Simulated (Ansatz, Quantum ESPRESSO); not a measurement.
# 2H-MoS2, 1 layer: the gap along the path at a withheld member of a series

How the rows were computed: Quantum ESPRESSO 7.5, PBE, GBRV ultrasoft. Cell and atoms are first relaxed; each strained cell is then held and the atoms relax in it. A periodic run with 15 Å of vacuum in the starting cell gives the vacuum levels, and bands follow along a path. The series steps biaxial strain.

```
biaxial strain  gap along the path (eV)
          -4 %                    1.718
          -3 %                    1.784
          -1 %                    1.796
           0 %                    1.663
           1 %                    1.430
           2 %                    1.210
           3 %                    1.003
           4 %                    0.813
```

To predict: What is the gap along the path at −2 %?

**Worked estimate.** The rows at -3 % and -1 % give a slope of (1.796 − (1.784))/(−1 − (−3)) = 0.006, so a straight line gives 1.790 eV. A parabola through these and the row at -4 % gives 1.810 eV.

**The withheld run.** 1.846 eV. The line misses by −0.056 and the parabola by −0.036 eV. Neither catches the point well; the series is not smooth on this step.

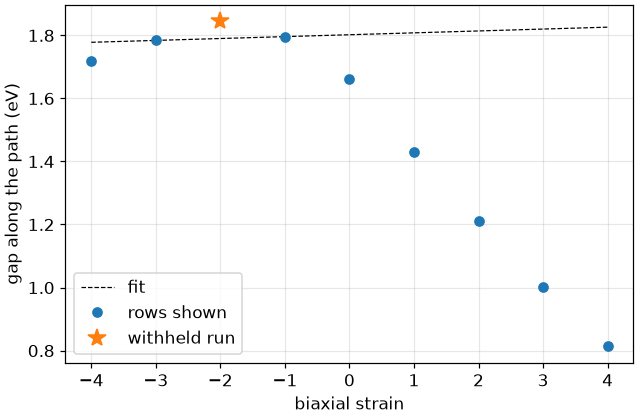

The rows shown, the fit and the withheld run.

Caveats: Semilocal gaps are too small; the 1×1 cell can't ripple over many cells under compression as a free sheet would. No spin-orbit coupling.

[Logs are printed without paths, hosts, clocks, repeated set-up lines and the standing remarks that a program may print on its own settings, such as how far it seeks lower states.]
